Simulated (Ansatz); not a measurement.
## STM study: Monolayer SnSe

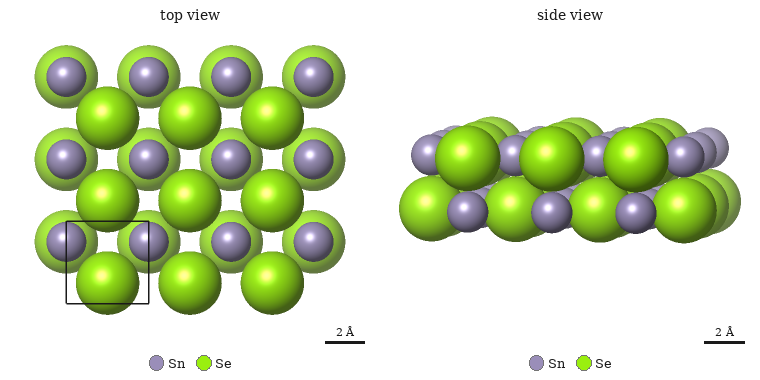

The relaxed structure from above and from the side.

Computed with DFT PBE+D3(BJ), scalar-relativistic, plane waves, PAW (Ansatz 0.2.0). Cutoff 420 eV, 20 × 20 k-points, Gaussian smearing 0.05 eV, dipole correction. No spin polarisation. Spin–orbit coupling is left out; with Sn it can shift levels and gaps.

The STM signal is simulated in the Tersoff–Hamann approximation. Zero bias is put in the middle of the gap by convention. Bias windows are sharp sums over the levels of the k mesh.

```cif
data_structure
_symmetry_space_group_name_H-M 'P 1'
_symmetry_Int_Tables_number 1
_cell_length_a 4.2827
_cell_length_b 4.2840
_cell_length_c 19.7490
_cell_angle_alpha 90.000
_cell_angle_beta 90.000
_cell_angle_gamma 90.000
_cell_volume 362.34
loop_
_atom_site_label
_atom_site_type_symbol
_atom_site_fract_x
_atom_site_fract_y
_atom_site_fract_z
_atom_site_occupancy
Sn1 Sn 0.50000 0.25000 0.43040 1
Se1 Se 0.00000 0.75000 0.43239 1
Se2 Se 0.50000 0.25000 0.56761 1
Sn2 Sn 0.00000 0.75000 0.56960 1
```

The last single point, restarted from the relaxation's density, took 5.6 min on 1 thread of Arm Neoverse V1 (shared host), peak memory 1.4 GiB.

## 1. One image

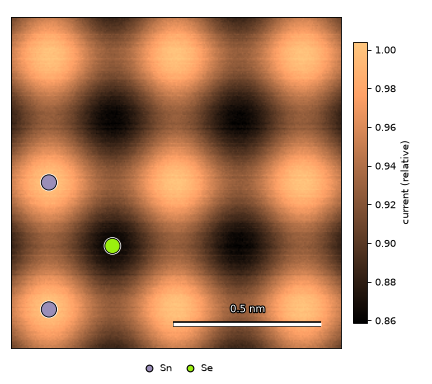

Constant-height image 4.5 Å above the topmost atom of this surface, sample bias +1.00 V. The atoms seen from above are drawn over one corner (deeper ones smaller). Noise was added to mimic a scan.

> Assign the bright and dark features to the surface structure.

The brightest spots lie over the top Sn atoms; the darkest points are over the top Se atoms. The brightest point carries 1.2 times the current of the darkest. So weak a contrast (1.16 times) depends on the k-mesh and on the tip.

## 2. Approach curves

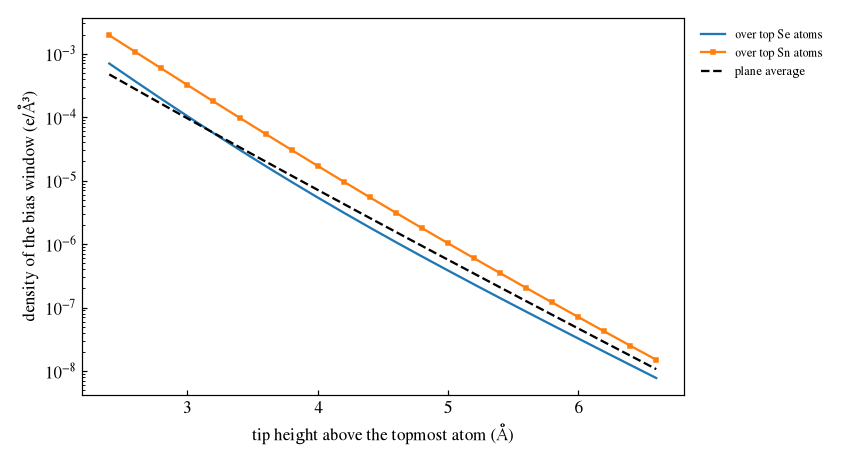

Approach curves over this surface at a sample bias of −1.35 V.

> Estimate the decay constant and the apparent barrier, and compare with the vacuum level, which the run puts 3.80 eV above zero bias.

Near 4 Å the plane average falls as exp(−2.56 z/Å), a factor of 13 per ångström, which gives an apparent barrier of 6.2 eV (0.952 eV Å² times the slope squared). The highest filled states lie 4.21 eV under the vacuum level. The apparent barrier is well above 4.21 eV. At 4 Å the 0.59 eV of states nearest the highest filled state carry 46 % of the density. The value exceeds even the 5.15 eV between the vacuum level and the deepest states of the window, so their depth alone doesn't explain it. States away from the zone centre decay faster, since their momentum along the surface adds to the barrier, and that may account for the rest.

## 3. Barrier map

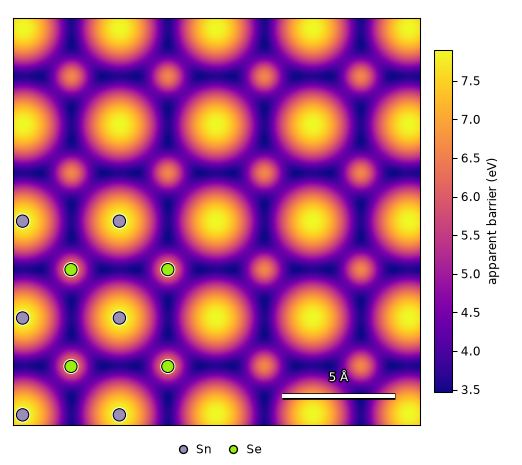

Map of the apparent barrier height, 0.952 eV Å² × (d ln I/dz)², 3.4 Å above this surface at −1.00 V; lighter colours are higher.

> Where is the apparent barrier highest and lowest, and over what range?

It is highest, 7.9 eV, over the top Sn atoms, and lowest, 3.5 eV, over points 1.5 Å to the side of the top Se atoms. The vacuum level lies 3.80 eV above zero bias, 4.21 eV above the highest filled states. The high values lie on or round the bright spots: there the density falls fastest, as the corrugation dies out with height.
